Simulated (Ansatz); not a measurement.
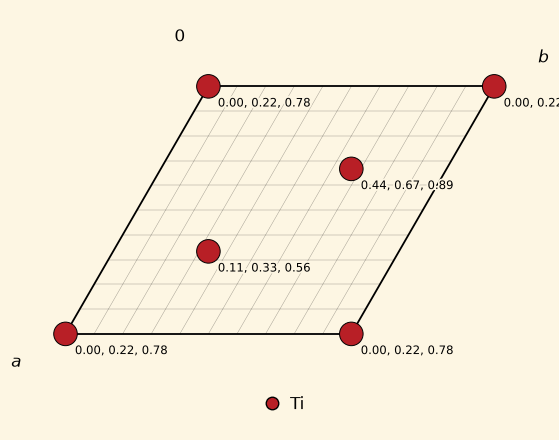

Plan of a unit cell projected along c (a down the page, b across); the numbers are heights as fractions of c, and atoms on the cell's edges are repeated. The grid marks tenths of a and b. Source: coordinates from a relaxation with DFT r2SCAN, scalar-relativistic, plane waves, PAW (Ansatz); the starting structure was generated, so it need not be a known form of this composition. Symmetry computed with spglib at a tolerance of 0.002 Å; standard conventional cell.

a = 2.928 Å, b = 2.928 Å, c = 21.054 Å, α = 90.00°, β = 90.00°, γ = 120.00°.

What does the cell contain?

Answer. 9 Ti: Ti, Z = 9.

Give the fractional coordinates of all atoms, to two places.

Answer.
| atom | x | y | z |
| --- | --- | --- | --- |
| Ti | 0.00 | 0.00 | 0.00 |
| Ti | 0.00 | 0.00 | 0.78 |
| Ti | 0.33 | 0.67 | 0.89 |
| Ti | 0.67 | 0.33 | 0.33 |
| Ti | 0.67 | 0.33 | 0.11 |
| Ti | 0.00 | 0.00 | 0.22 |
| Ti | 0.33 | 0.67 | 0.67 |
| Ti | 0.33 | 0.67 | 0.44 |
| Ti | 0.67 | 0.33 | 0.56 |
